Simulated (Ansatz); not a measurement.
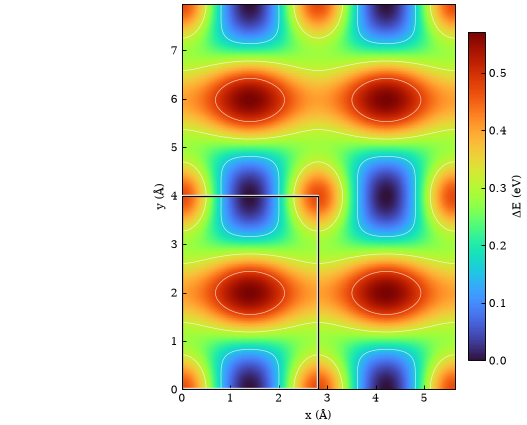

Au on an Al(110) slab cut from the Fm-3m phase, its upper half relaxed before the scan (16 atoms of substrate and one adsorbate in a 2 × 2 cell). 
- Au is moved over the surface cell at a fixed height above a rigid substrate; the origin of the map has the adsorbate above Al13; the height is held at 2.20 Å.
- Places are given modulo a cell vector. The map is drawn in real space over the plane of the surface.
- The grid has 6 × 8 points; 20 points were computed and 28 follow by symmetry.
- Places are given in fractions of the 1 × 1 surface cell.
- All energies are given in eV relative to the lowest grid point.
- The runs have no spin polarisation, so an open-shell adsorbate far from the surface lies too high. At a fixed height the lowest place need not be the adsorption site.
- Method: Ansatz, DFT PBE+D3(BJ), scalar-relativistic, plane waves, PAW. Settings: cutoff 420 eV, k-mesh 5×4×1, gaussian smearing 0.1 eV, no spin polarisation.

Drawn: a smooth colour map with a few white contour lines, the outline of one cell of the 2 × 2 shown. Between grid points the surface is interpolated.

The lowest grid point is at a bridge site between two Al atoms, (3/6, 0/8) of the cell vectors. No other kind of well shows on this grid. The highest grid point, a fourfold hollow over a second-layer Al atom, (3/6, 4/8) of the cell vectors, lies 0.570 eV above the lowest. On the interpolated surface the easiest way out of the lowest well to its copy in the next cell or period passes a barrier of about 0.28 eV. At the lowest point the adsorbate has 2 Al at 2.61 Å as nearest neighbours, at the highest 4 Al at 3.28 Å.

Au is replaced by Cu; all else is set up alike.

### How does the landscape change?

The lowest place stays at a bridge site between two Al atoms, (3/6, 0/8) of the cell vectors. The span from the lowest to the highest grid point shrinks from 0.570 to 0.414 eV. The easiest pass out of the lowest well goes from about 0.28 to about 0.23 eV on the interpolated surfaces. In the new map: at the lowest point the adsorbate has 2 Al at 2.61 Å as nearest neighbours, at the highest 4 Al at 3.28 Å.

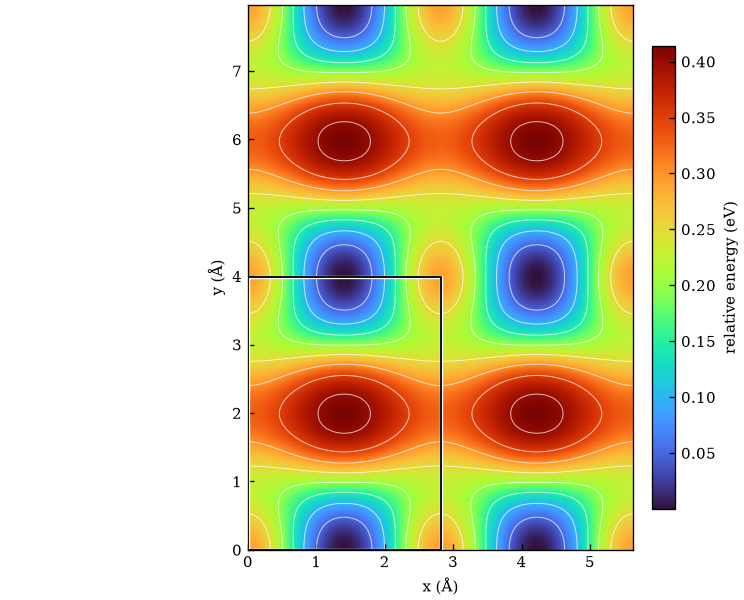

The map after the change, on a colour scale of its own. The picture shows a smooth colour map with a few white contour lines, the outline of one cell of the 2 × 2 shown. Between grid points the surface is interpolated.
